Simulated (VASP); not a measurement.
Run report: Ge3Si5, geometry relaxation (part 4 of 5)

Continued. System: Ge3Si5 (16 atoms in the cell). Method: Kohn-Sham DFT of a periodic cell, PBE, VASP PAW PBE potentials, recommended, no spin polarisation (VASP 6.6.1); cutoff 400 eV, 6×6×6 k-mesh, Gaussian smearing of 0.01 eV. 

Geometry of the input (Å; fractional positions):
```
0.0000  5.5362  5.5362
5.5362  0.0000  5.5362
5.5362  5.5362  0.0000
Si 0.0000  0.0000  0.0000
Si -0.0000  0.5000  0.5000
Si 0.1250  0.1250  0.1250
Si 0.1250  0.6250  0.1250
Si 0.1250  0.6250  0.6250
Si 0.5000  -0.0000  0.0000
Si 0.5000  0.0000  0.5000
Si 0.5000  0.5000  0.5000
Si 0.6250  0.1250  0.1250
Si 0.6250  0.1250  0.6250
Ge -0.0000  0.0000  0.5000
Ge -0.0000  0.5000  0.0000
Ge 0.1250  0.1250  0.6250
Ge 0.5000  0.5000  0.0000
Ge 0.6250  0.6250  0.1250
Ge 0.6250  0.6250  0.6250
```

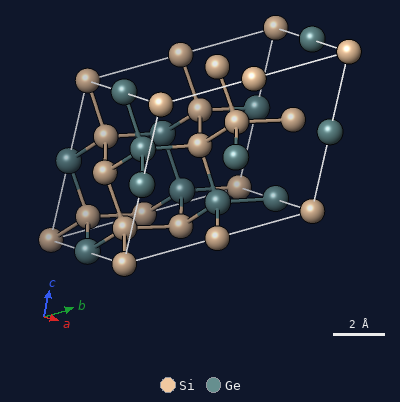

*The geometry at step 2 of the log (ball-and-stick view of the reduced cell, seen slightly off an axis).*

Parts of OUTCAR, continued:
```
     53       3.3851      2.00000
     54       3.3862      2.00000
     55       3.7108      2.00000
     56       3.7562      2.00000
     57       3.8477      2.00000
     58       4.0928      2.00000
     59       4.1938      2.00000
     60       4.2172      2.00000
     61       5.0992      2.00000
     62       5.1206      2.00000
     63       5.8986      0.00000
     64       5.9189      0.00000
     65       6.1176      0.00000
     66       6.1693      0.00000
     67       6.6029      0.00000
     68       6.6350      0.00000
     69       6.7472      0.00000
     70       6.7868      0.00000
     71       6.8707      0.00000
     72       7.0062      0.00000
     73       7.3433      0.00000
     74       8.0096      0.00000

 k-point     4 :       0.1667    0.1667    0.1667
  band No.  band energies     occupation
      1     -19.1663      2.00000
      2     -19.1595      2.00000
      3     -19.1360      2.00000
      4     -19.1188      2.00000
      5     -19.0790      2.00000
      6     -19.0788      2.00000
      7     -19.0613      2.00000
      8     -19.0572      2.00000
      9     -19.0542      2.00000
     10     -19.0533      2.00000
     11     -19.0403      2.00000
     12     -19.0402      2.00000
     13     -19.0269      2.00000
     14     -19.0254      2.00000
     15     -19.0247      2.00000
     16     -19.0181      2.00000
     17     -19.0147      2.00000
     18     -19.0141      2.00000
     19     -19.0094      2.00000
     20     -18.9957      2.00000
     21     -18.9909      2.00000
     22     -18.9907      2.00000
     23     -18.9732      2.00000
     24     -18.9677      2.00000
     25     -18.9581      2.00000
     26     -18.9500      2.00000
     27     -18.9446      2.00000
     28     -18.9260      2.00000
     29     -18.9192      2.00000
     30     -18.8829      2.00000
     31      -6.7859      2.00000
     32      -5.0543      2.00000
     33      -4.9176      2.00000
     34      -4.5466      2.00000
     35      -4.4350      2.00000
     36      -3.7485      2.00000
     37      -3.3942      2.00000
     38      -3.2722      2.00000
     39      -2.5478      2.00000
     40      -2.2062      2.00000
     41      -2.0595      2.00000
     42      -1.9946      2.00000
     43      -1.6346      2.00000
     44      -1.5299      2.00000
     45      -1.3039      2.00000
     46       2.0594      2.00000
     47       2.0708      2.00000
     48       2.1151      2.00000
     49       2.3882      2.00000
     50       2.4695      2.00000
     51       2.4969      2.00000
     52       3.2562      2.00000
     53       3.3096      2.00000
     54       3.4823      2.00000
     55       3.7032      2.00000
     56       3.8494      2.00000
     57       3.8856      2.00000
     58       4.0712      2.00000
     59       4.0888      2.00000
     60       4.2395      2.00000
     61       5.0924      2.00000
     62       5.0930      2.00000
     63       5.8035      0.00000
     64       6.0749      0.00000
     65       6.1796      0.00000
     66       6.2596      0.00000
     67       6.3790      0.00000
     68       6.5389      0.00000
     69       6.7419      0.00000
     70       6.7777      0.00000
     71       6.9546      0.00000
     72       7.0670      0.00000
     73       7.3631      0.00000
     74       8.0259      0.00000

 k-point     5 :       0.3333    0.0000    0.0000
  band No.  band energies     occupation
      1     -19.1665      2.00000
      2     -19.1595      2.00000
      3     -19.1360      2.00000
      4     -19.1187      2.00000
      5     -19.0791      2.00000
      6     -19.0788      2.00000
      7     -19.0612      2.00000
      8     -19.0572      2.00000
      9     -19.0542      2.00000
     10     -19.0529      2.00000
     11     -19.0404      2.00000
     12     -19.0402      2.00000
     13     -19.0276      2.00000
     14     -19.0254      2.00000
     15     -19.0247      2.00000
     16     -19.0183      2.00000
     17     -19.0148      2.00000
     18     -19.0144      2.00000
     19     -19.0095      2.00000
     20     -18.9960      2.00000
     21     -18.9909      2.00000
     22     -18.9907      2.00000
     23     -18.9731      2.00000
     24     -18.9675      2.00000
     25     -18.9580      2.00000
     26     -18.9499      2.00000
     27     -18.9447      2.00000
     28     -18.9258      2.00000
     29     -18.9193      2.00000
     30     -18.8831      2.00000
     31      -6.5320      2.00000
     32      -5.5971      2.00000
     33      -4.7251      2.00000
     34      -4.5196      2.00000
     35      -4.3317      2.00000
     36      -4.1144      2.00000
     37      -3.9365      2.00000
     38      -3.7410      2.00000
     39      -1.9666      2.00000
     40      -1.7335      2.00000
     41      -1.6734      2.00000
     42      -1.5317      2.00000
     43      -1.4446      2.00000
     44      -1.3097      2.00000
     45      -0.2470      2.00000
     46       1.6467      2.00000
     47       1.6629      2.00000
     48       1.6820      2.00000
     49       2.3508      2.00000
     50       2.3907      2.00000
     51       2.4262      2.00000
     52       2.6237      2.00000
     53       2.6684      2.00000
     54       2.6716      2.00000
     55       2.7134      2.00000
     56       3.3662      2.00000
     57       3.4343      2.00000
     58       3.4796      2.00000
     59       4.2137      2.00000
     60       4.2508      2.00000
     61       4.7792      2.00000
     62       4.8010      2.00000
     63       6.1495      0.00000
     64       6.3152      0.00000
     65       6.4054      0.00000
     66       6.4863      0.00000
     67       6.9516      0.00000
     68       7.0122      0.00000
     69       7.1639      0.00000
     70       7.3321      0.00000
     71       7.8694      0.00000
     72       7.9567      0.00000
     73       8.0764      0.00000
     74       8.4701      0.00000

 [... the levels of 18 k-points are left out ...]

 k-point    24 :       0.5000    0.3333    0.5000
  band No.  band energies     occupation
      1     -19.1675      2.00000
      2     -19.1596      2.00000
      3     -19.1358      2.00000
      4     -19.1180      2.00000
      5     -19.0791      2.00000
      6     -19.0789      2.00000
      7     -19.0603      2.00000
      8     -19.0569      2.00000
      9     -19.0534      2.00000
     10     -19.0515      2.00000
     11     -19.0403      2.00000
     12     -19.0401      2.00000
     13     -19.0299      2.00000
     14     -19.0257      2.00000
     15     -19.0247      2.00000
     16     -19.0194      2.00000
     17     -19.0149      2.00000
     18     -19.0147      2.00000
     19     -19.0093      2.00000
     20     -18.9974      2.00000
     21     -18.9909      2.00000
     22     -18.9907      2.00000
     23     -18.9727      2.00000
     24     -18.9671      2.00000
     25     -18.9573      2.00000
     26     -18.9495      2.00000
     27     -18.9446      2.00000
     28     -18.9251      2.00000
     29     -18.9193      2.00000
     30     -18.8841      2.00000
     31      -6.1952      2.00000
     32      -5.8821      2.00000
     33      -4.9238      2.00000
     34      -4.7640      2.00000
     35      -4.5715      2.00000
     36      -3.9627      2.00000
     37      -3.8579      2.00000
     38      -3.6938      2.00000
     39      -1.9791      2.00000
     40      -1.9558      2.00000
     41      -1.6608      2.00000
     42      -1.0840      2.00000
     43      -0.9555      2.00000
     44      -0.5013      2.00000
     45       0.6110      2.00000
     46       1.2889      2.00000
     47       1.3430      2.00000
     48       1.3737      2.00000
     49       1.6642      2.00000
     50       2.0063      2.00000
     51       2.0093      2.00000
     52       2.2393      2.00000
     53       2.6098      2.00000
     54       2.6592      2.00000
     55       2.9971      2.00000
     56       3.0390      2.00000
     57       3.1620      2.00000
     58       3.2093      2.00000
     59       3.5244      2.00000
     60       4.1359      2.00000
     61       4.2354      2.00000
     62       4.5281      2.00000
     63       6.5830      0.00000
     64       6.7978      0.00000
     65       7.1029      0.00000
     66       7.1406      0.00000
     67       7.1954      0.00000
     68       7.3471      0.00000
     69       7.4527      0.00000
     70       7.5085      0.00000
     71       8.2163      0.00000
     72       8.4797      0.00000
     73       8.7244      0.00000
     74       8.9949      0.00000

 [... further k-points ...]

------------------------ aborting loop because EDIFF is reached ----------------------------------------

  FORCE on cell =-STRESS in cart. coord.  units (eV):
  Direction    XX          YY          ZZ          XY          YZ          ZX
  --------------------------------------------------------------------------------------
  -------------------------------------------------------------------------------------
  Total       -0.0532316     -0.0539684     -0.0532316      0.0028181      0.0028181     -0.0004588
  in kB       -0.2478427     -0.2512731     -0.2478427      0.0131211      0.0131210     -0.0021363
  external PRESSURE =      -0.2489862 kB  Pullay stress =       0.0000000 kB

 VOLUME and BASIS-vectors are now :
 -----------------------------------------------------------------------------
  energy-cutoff  :      400.00
  volume of cell :      344.12
      direct lattice vectors                 reciprocal lattice vectors
    -0.001155749  5.560719161  5.560902617    -0.089877354  0.089899007  0.089912201
     5.561902848 -0.002155960  5.561902848     0.089879874 -0.089864159  0.089879874
     5.560902617  5.560719161 -0.001155749     0.089912201  0.089899007 -0.089877354

 POSITION                                       TOTAL-FORCE (eV/Angst)
 -----------------------------------------------------------------------------------
      5.57784      5.57622     11.10676        -0.000551     -0.000308      0.000723
      5.56056      2.77994      2.81438         0.000365     -0.000179      0.000032
      1.35637      1.39063      1.38964         0.001280     -0.000302      0.000029
      4.20555      1.38948      4.17182        -0.002043      0.000781     -0.000473
      6.91761      4.16854      4.17142        -0.000032      0.000179     -0.000365
      5.57761      8.32353      2.79485        -0.000304      0.000663     -0.000214
      2.78044      5.56000      2.81371        -0.000029      0.000302     -0.001280
      5.56016      5.55899      5.52643         0.000473     -0.000781      0.002043
      1.37408      4.18781      4.15337         0.000214     -0.000663      0.000304
      4.18613      6.93297      4.15298        -0.000723      0.000308      0.000551
      8.32275      8.32078     11.10529        -0.000224      0.000910     -0.000838
      8.32337      5.57786      2.79663         0.001304     -0.000485      0.001561
      4.18760      4.18842      1.40807         0.000838     -0.000910      0.000224
      2.78058      2.77979      5.52528         0.001912     -0.000418      0.000921
      4.20670      4.16869      6.95140        -0.000921      0.000418     -0.001912
      6.93420      6.93133      6.96951        -0.001561      0.000485     -0.001304
 -----------------------------------------------------------------------------------
    total drift:                                0.001708      0.000011     -0.001160

  FREE ENERGIE OF THE ION-ELECTRON SYSTEM (eV)
  ---------------------------------------------------
  free  energy   TOTEN  =       -81.0899587463 eV

  energy  without entropy=      -81.0899587463  energy(sigma->0) =      -81.08995875

 reached required accuracy - stopping structural energy minimisation
```

CONTCAR:
```
Si5Ge3
   1.00000000000000
    -0.0011557490786666    5.5607191611680644    5.5609026174620206
     5.5619028478503996   -0.0021559600528499    5.5619028478503996
     5.5609026174620206    5.5607191611680644   -0.0011557490786666
  Si              Ge
    10     6
Direct
     0.9986079649855339    0.9985070287275339    0.0045672675603434
     0.0031917482990326    0.5029216868056782    0.4969273242659489
     0.1280550316789819    0.1218435290056812    0.1220725261259663
     0.1220271225438750    0.6280927376940394    0.1280907002015632
     0.1280726757340511    0.6220783131943218    0.6218082517009674
     0.4982675907450427    0.0045281475900818    0.9985791476301888
     0.5029274738740336    0.0031564709943188    0.4969449683210181
     0.4969092997984368    0.4969072623059607    0.5029728774561251
     0.6264208523698112    0.1204718524099182    0.1267324092549574
     0.6204327324396566    0.1264929712724660    0.6263920350144661
     0.9985033175470946    0.9984505149988639    0.4982326665603901
     0.0048122012127446    0.4982144798090237    0.9984637306261402
     0.1267673334396099    0.1265494850011360    0.6264966824529054
     0.4967790130864261    0.4967265819363212    0.0033106271281904
     0.6216893728718095    0.6282734180636789    0.1282209869135738
     0.6265362693738598    0.6267855201909763    0.6201877987872555

  0.00000000E+00  0.00000000E+00  0.00000000E+00
  0.00000000E+00  0.00000000E+00  0.00000000E+00
  0.00000000E+00  0.00000000E+00  0.00000000E+00
  0.00000000E+00  0.00000000E+00  0.00000000E+00
  0.00000000E+00  0.00000000E+00  0.00000000E+00
  0.00000000E+00  0.00000000E+00  0.00000000E+00
  0.00000000E+00  0.00000000E+00  0.00000000E+00
  0.00000000E+00  0.00000000E+00  0.00000000E+00
  0.00000000E+00  0.00000000E+00  0.00000000E+00
  0.00000000E+00  0.00000000E+00  0.00000000E+00
  0.00000000E+00  0.00000000E+00  0.00000000E+00
  0.00000000E+00  0.00000000E+00  0.00000000E+00
  0.00000000E+00  0.00000000E+00  0.00000000E+00
  0.00000000E+00  0.00000000E+00  0.00000000E+00
  0.00000000E+00  0.00000000E+00  0.00000000E+00
  0.00000000E+00  0.00000000E+00  0.00000000E+00
```

Trajectory as extended XYZ (Å, eV, eV/Å), 8 frames, from step=0 to step=7:
```
16
Lattice="0.0000 5.5362 5.5362 5.5362 0.0000 5.5362 5.5362 5.5362 0.0000" Properties=species:S:1:pos:R:3:forces:R:3 step=0 energy=-80.94324
Si    0.0000    0.0000    0.0000    0.2595   0.2810  -0.2603
Si    5.5362    2.7681    2.7681   -0.0003  -0.0001   0.5399
Si    1.3841    1.3841    1.3841   -0.5188   0.0003   0.0000
Si    4.1521    1.3841    4.1521    0.5210   0.0194  -0.0015
Si    6.9203    4.1521    4.1521   -0.5399   0.0001   0.0003
Si    0.0000    2.7681    2.7681    0.2614  -0.2617   0.2404
Si    2.7681    5.5362    2.7681    0.0000  -0.0003   0.5188
Si    5.5362    5.5362    5.5362    0.0015  -0.0194  -0.5210
Si    1.3841    4.1521    4.1521   -0.2404   0.2617  -0.2614
Si    4.1521    6.9203    4.1521    0.2603  -0.2810  -0.2595
Ge    2.7681    2.7681    0.0000   -0.3124  -0.2906  -0.2906
Ge    2.7681    0.0000    2.7681   -0.2924   0.2920   0.2920
Ge    4.1521    4.1521    1.3841    0.2906   0.2906   0.3124
Ge    2.7681    2.7681    5.5362    0.0200  -0.0014  -0.5820
Ge    4.1521    4.1521    6.9203    0.5820   0.0014  -0.0200
Ge    6.9203    6.9203    6.9203   -0.2920  -0.2920   0.2924
16
Lattice="0.0013 5.5745 5.5743 5.5730 0.0026 5.5730 5.5743 5.5745 0.0013" Properties=species:S:1:pos:R:3:forces:R:3 step=1 energy=-81.07959
Si    5.5870    5.5908   11.1347    0.0714   0.0678  -0.0489
Si    5.5737    2.7886    2.8134   -0.0032   0.0071   0.1357
Si    1.3684    1.3940    1.3936   -0.1393   0.0070  -0.0108
Si    4.2054    1.3962    4.1800    0.1343   0.0007  -0.0007
Si    6.9411    4.1825    4.1808   -0.1357  -0.0071   0.0032
Si    5.5877    8.3491    2.8001    0.0751  -0.0720   0.0603
Si    2.7878    5.5745    2.8130    0.0108  -0.0070   0.1393
Si    5.5744    5.5749    5.5490    0.0007  -0.0007  -0.1343
Si    1.3826    4.1939    4.1681   -0.0603   0.0720  -0.0751
Si    4.1940    6.9548    4.1688    0.0489  -0.0678  -0.0714
Ge    8.3463    8.3502   11.1339   -0.0416  -0.0525  -0.0356
Ge    8.3467    5.5900    2.8020   -0.0514   0.0554   0.0466
Ge    4.1949    4.1953    1.4094    0.0356   0.0525   0.0416
Ge    2.7881    2.7885    5.5454   -0.0025   0.0032  -0.1038
Ge    4.2090    4.1826    6.9663    0.1038  -0.0032   0.0025
Ge    6.9537    6.9556    6.9821   -0.0466  -0.0554   0.0514
16
Lattice="0.0015 5.5789 5.5787 5.5773 0.0029 5.5773 5.5787 5.5789 0.0015" Properties=species:S:1:pos:R:3:forces:R:3 step=2 energy=-81.08099
Si    5.5928    5.5970   11.1419    0.0511   0.0445  -0.0256
Si    5.5780    2.7909    2.8186   -0.0035   0.0080   0.0906
Si    1.3666    1.3951    1.3947   -0.0973   0.0077  -0.0121
Si    4.2115    1.3976    4.1832    0.0906  -0.0012  -0.0002
Si    6.9435    4.1860    4.1841   -0.0906  -0.0080   0.0035
Si    5.5936    8.3542    2.8038    0.0547  -0.0509   0.0405
Si    2.7901    5.5789    2.8182    0.0121  -0.0077   0.0973
Si    5.5788    5.5793    5.5505    0.0002   0.0012  -0.0906
Si    1.3824    4.1987    4.1699   -0.0405   0.0509  -0.0547
Si    4.1989    6.9588    4.1707    0.0256  -0.0445  -0.0511
Ge    8.3512    8.3555   11.1410   -0.0152  -0.0289  -0.0101
Ge    8.3515    5.5962    2.8059   -0.0264   0.0312   0.0215
Ge    4.1998    4.2003    1.4123    0.0101   0.0289   0.0152
Ge    2.7905    2.7908    5.5465   -0.0037   0.0041  -0.0543
Ge    4.2156    4.1861    6.9716    0.0543  -0.0041   0.0037
Ge    6.9576    6.9597    6.9893   -0.0215  -0.0312   0.0264
16
Lattice="-0.0015 5.5553 5.5556 5.5569 -0.0028 5.5569 5.5556 5.5553 -0.0015" Properties=species:S:1:pos:R:3:forces:R:3 step=3 energy=-81.08913
Si    5.5731    5.5712   11.0960   -0.0145  -0.0162   0.0022
Si    5.5560    2.7767    2.8137   -0.0139   0.0035  -0.0388
Si    1.3538    1.3889    1.3883    0.0264   0.0046   0.0051
Si    4.2022    1.3882    4.1672   -0.0066  -0.0074   0.0161
Si    6.9091    4.1644    4.1668    0.0388  -0.0035   0.0139
Si    5.5728    8.3152    2.7924   -0.0163   0.0055  -0.0117
Si    2.7776    5.5549    2.8122   -0.0051  -0.0046  -0.0264
Si    5.5556    5.5529    5.5206   -0.0161   0.0074   0.0066
Si    1.3721    4.1840    4.1487    0.0117  -0.0055   0.0163
Si    4.1824    6.9252    4.1483   -0.0022   0.0162   0.0145
Ge    8.3142    8.3119   11.0942    0.0044   0.0050   0.0039
Ge    8.3156    5.5726    2.7951   -0.0046  -0.0066  -0.0230
Ge    4.1841    4.1846    1.4071   -0.0039  -0.0050  -0.0044
Ge    2.7787    2.7764    5.5195   -0.0152   0.0054   0.0059
Ge    4.2033    4.1646    6.9441   -0.0059  -0.0054   0.0152
Ge    6.9263    6.9239    6.9628    0.0230   0.0066   0.0046
16
Lattice="-0.0008 5.5604 5.5605 5.5612 -0.0016 5.5612 5.5605 5.5604 -0.0008" Properties=species:S:1:pos:R:3:forces:R:3 step=4 energy=-81.08988
Si    5.5773    5.5767   11.1058   -0.0002  -0.0029  -0.0038
Si    5.5607    2.7797    2.8148   -0.0115   0.0046  -0.0105
Si    1.3565    1.3902    1.3896   -0.0004   0.0052   0.0013
Si    4.2042    1.3902    4.1706    0.0145  -0.0059   0.0124
Si    6.9164    4.1690    4.1705    0.0105  -0.0046   0.0115
Si    5.5772    8.3235    2.7948   -0.0009  -0.0066  -0.0006
Si    2.7803    5.5601    2.8134   -0.0013  -0.0052   0.0004
Si    5.5605    5.5585    5.5270   -0.0124   0.0059  -0.0145
Si    1.3743    4.1871    4.1532    0.0006   0.0066   0.0009
Si    4.1859    6.9324    4.1530    0.0038   0.0029   0.0002
Ge    8.3221    8.3212   11.1042   -0.0009  -0.0036   0.0001
Ge    8.3233    5.5776    2.7974   -0.0103   0.0026  -0.0125
Ge    4.1875    4.1879    1.4082   -0.0001   0.0036   0.0009
Ge    2.7812    2.7795    5.5253   -0.0128   0.0051  -0.0088
Ge    4.2059    4.1692    6.9500    0.0088  -0.0051   0.0128
Ge    6.9329    6.9315    6.9684    0.0125  -0.0026   0.0103
```
